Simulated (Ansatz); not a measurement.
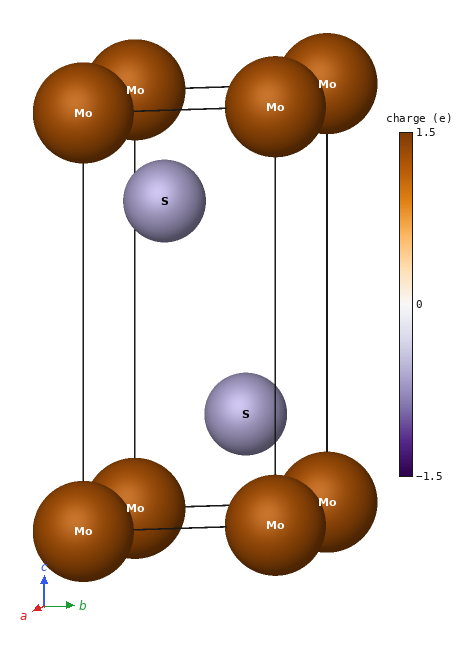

Spheres-only representation of a periodic structure, projected slightly off an axis. One simulation cell is outlined, and atoms on its boundary appear in each equivalent place. The atoms of this MoS2 cell are coloured by their Bader charge.

Level of theory: DFT PBE, scalar-relativistic, plane waves, PAW in Ansatz 0.2.0. Settings were a basis cut at 420 eV, a 12×12×6 mesh of k-points, Gaussian smearing of 0.05 eV, collinear spins.

Question: Summarise the charge transfer.

Answer: Most positive: Mo; most negative: S. Charges: about Mo +1.3 e; S -0.6 e.

Provenance: a structure type filled with these elements by a generator (whether the compound takes this form wasn't checked). Earlier steps of the study, as a rule a relaxation of our own, may have changed the cell and positions, so they can lie some per cent off the listed ones. An electronic-structure calculation with Ansatz was run on it.
